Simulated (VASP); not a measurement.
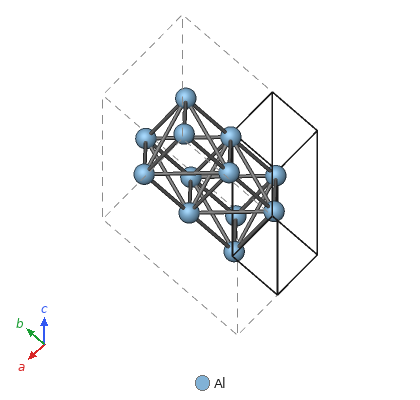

Al, space group P6_3/mmc (No. 194), a = 2.812 Å, b = 2.812 Å, c = 4.867 Å, α = 90.00°, β = 90.00°, γ = 120.00°. Source: a cell listed in the Materials Project, as set up for an electronic-structure calculation. Forms under 0.4 % of the area are left out.

### Estimate the growth shape by the BFDH rule (face distance proportional to 1/d, absences counted).

The forms computed, by share of the surface:

```
 form  faces  d (Å)  share of area (%)
{100}      6  2.436               39.4
{101}     12  2.178               38.5
{002}      2  2.433               22.1
```

The crystal is roughly equant (blocky). Widths along a, b and c stand as 1.00 : 1.00 : 0.87.

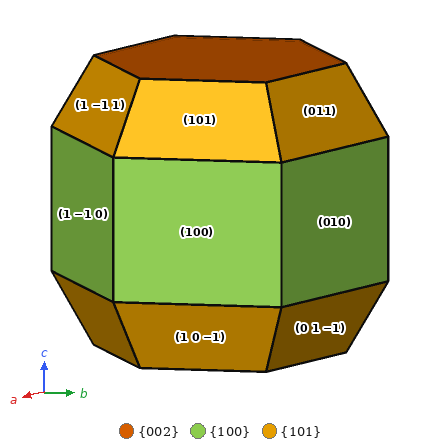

The computed shape, faces indexed. The rule is geometric and ignores bonding and growth conditions.
